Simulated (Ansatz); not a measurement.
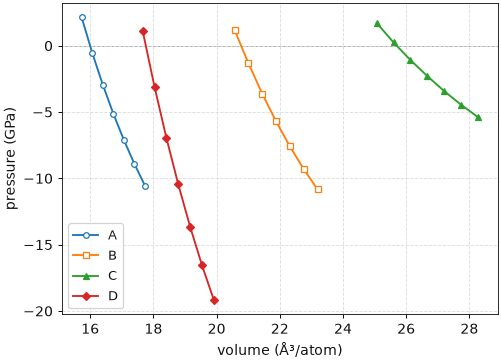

The plot gives the computed pressure against volume, with one curve for each element, for Hf, Sb, Ta and Ti (all in space group Fm-3m (No. 225)). The labels are replaced by letters.

How it was computed, with Ansatz 0.2.0: all-electron LAPW DFT, no spin polarisation; energies at scaled volumes of the given cell, shape and fractions fixed, counted from the fit's minimum, third-order Birch-Murnaghan fit. Level: LDA.

occupations Fermi–Dirac; smearing width 0.05 eV; potentials all electron LAPW, scalar relativistic.

Which letter stands for which compound?

Answer. A: Ti; B: Hf; C: Sb; D: Ta.
